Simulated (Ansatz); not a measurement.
A series of calculations on Ti9Ni

### Relaxation

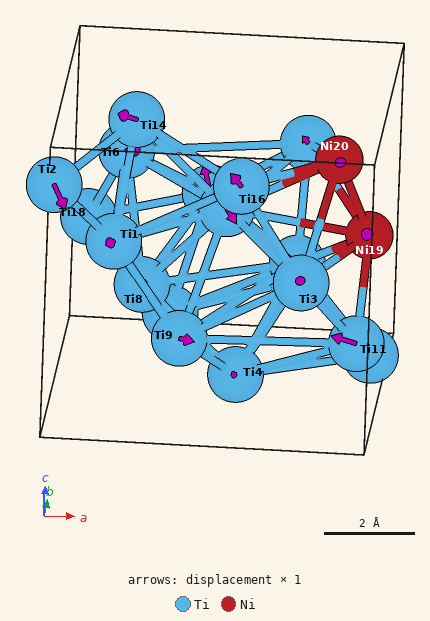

This is a relaxation of an amorphous cell of composition Ti₉Ni (coarse preliminary run). The starting structure is drawn; purple arrows show the displacements (the part carried along by the change of the cell is left out), at their true length.

Style: ball-and-stick. Shown: the cell of the calculation, from a free direction.

Case: the quenched liquid.

The calculation used DFT PBE, scalar-relativistic, plane waves, PAW (Ansatz 0.2.0). Settings: plane-wave cutoff 420 eV; k-point mesh 2 × 2 × 2; occupations gaussian; smearing width 0.1 eV; mesh shifted by (0.5, 0.5, 0.5); no spin polarisation; cell and atoms relaxed; force threshold 0.04 eV/Å; at most 70 steps.

Atoms of which element are displaced furthest, and by how much?

Titanium: up to 0.84 Å, against 0.59 Å for nickel.

Describe the change and its energy.

The atom that moves furthest relative to the cell is a Ti atom (0.84 Å along [2 1 −2]). By element the largest moves are Ti 0.84 Å, Ni 0.59 Å. The drawn cell changes as follows: a 7.337 → 6.762 Å (−7.8 %), b 6.939 → 7.294 Å (+5.1 %), c 7.060 → 6.786 Å (−3.9 %), α 89.5° → 92.5°, β 88.1° → 90.0°, γ 92.6° → 91.7°; the volume changes by −6.8 %. Near-neighbour distances that change, for instance: Ti–Ti 4.914 → 3.444 Å, Ti–Ti 4.066 → 2.747 Å, Ti–Ti 2.935 → 4.166 Å, Ti–Ti 4.137 → 2.955 Å. New bonds form: Ti–Ti (4.19 → 3.04 Å). Bonds break: Ti–Ti (2.93 → 4.17 Å). The energy falls by 117 meV per atom in 14 accepted moves (15 points after the start). Largest force component: 1 eV/Å at the start, 0.036 eV/Å at the end. Pressure: −4.89 GPa at the start and 0.07 GPa at the end. The SCF was repeated once at an unchanged geometry on a basis and grid sized afresh for the cell, which shifted the energy by 0.2 meV per atom at most. The run took 5.7 min on 2 threads of Arm Neoverse V2, on a shared host, peak memory 0.9 GiB.

Limits of the set-up: the k-point mesh is coarse for a cell with partly filled bands; the periodic images lie only 6.9 Å apart, so the values are limited by the cell's size.

### Dynamics

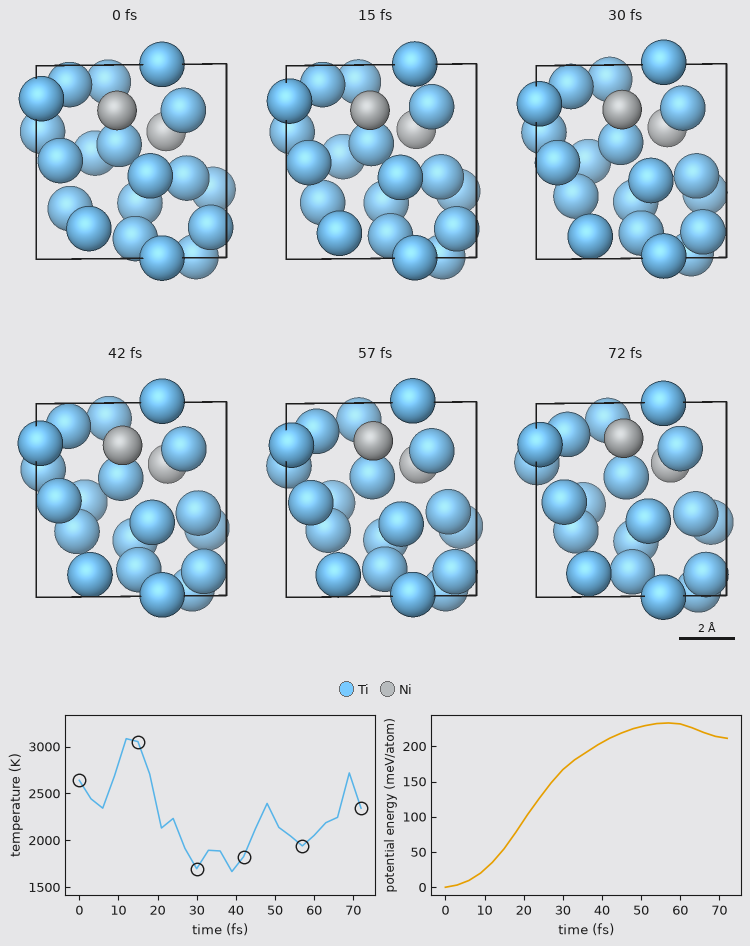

A Born-Oppenheimer molecular dynamics run of an amorphous cell of composition Ti$_{9}$Ni (20 atoms in the cell), 72 fs long. Frames and the history of the run. The picture is a spheres-only view of the simulation cell, seen along the a axis.

Computed with DFT PBE, scalar-relativistic, plane waves, PAW in Ansatz 0.2.0. Run with plane-wave cutoff 320 eV; k-point mesh 1 × 1 × 1; Fermi-Dirac smearing 0.24 eV; volume 1.05 times that of the relaxed crystal; set temperature 2780 K; time step 3 fs.

Question: What do the frames and curves show?

Answer: Root-mean-square distances from the starting positions over the second half, with the common drift of all atoms taken out: Ti 0.36 Å, Ni 0.33 Å. The run lasts only 72 fs, too short to tell vibration from diffusion. Over the second half the temperature averages 2121 K (spread ±262 K). The potential energy in the second half lies on average 219 meV per atom above the first frame. The mean pressure there is 0.9 GPa.

Limits of the set-up: the k-point mesh is coarse for a cell with partly filled bands; the cutoff lies below the recommended one; the periodic images lie only 6.9 Å apart, so the values are limited by the cell's size.

### Dynamics

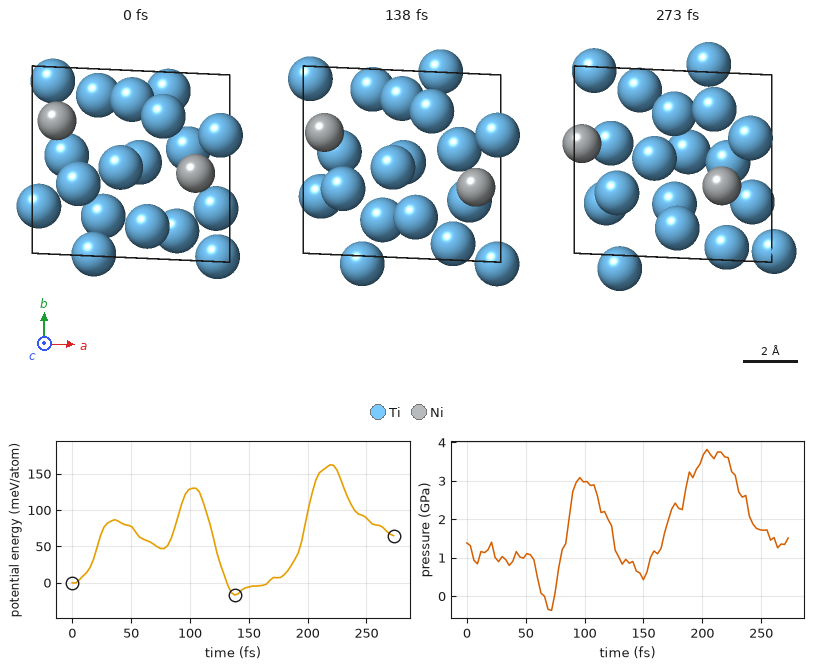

A Born-Oppenheimer molecular dynamics run of an amorphous cell of composition Ti$_{9}$Ni (20 atoms in the cell), 273 fs long. Frames and the history of the run. The picture is a spheres-only view of the simulation cell, seen along the c axis.

These are results of DFT PBE, scalar-relativistic, plane waves, PAW (Ansatz), not measurements. Settings: plane-wave cutoff 420 eV; k-point mesh 1 × 1 × 1; Fermi-Dirac smearing 0.24 eV; volume 1.05 times that of the relaxed crystal; set temperature 2780 K; time step 3 fs.

Describe the run.

Answer. Over the second half the temperature averages 2678 K (spread ±364 K). The potential energy is still drifting at the end, so the run hasn't reached equilibrium. The potential energy in the second half lies on average 65.5 meV per atom above the first frame. The mean pressure there is 2.2 GPa. Root-mean-square distances from the starting positions over the second half, with the common drift of all atoms taken out: Ni 0.82 Å, Ti 0.66 Å. Against the typical shortest distance between atoms in the first frame, about 2.5 Å these are large excursions, but over 273 fs one can't yet tell strong vibration from the start of diffusion.

Limits of the set-up: the k-point mesh is coarse for a cell with partly filled bands; the periodic images lie only 6.9 Å apart, so the values are limited by the cell's size.

The run took 4.8 min on 2 threads of Arm Neoverse V2 (shared host), peak memory 0.64 GiB.
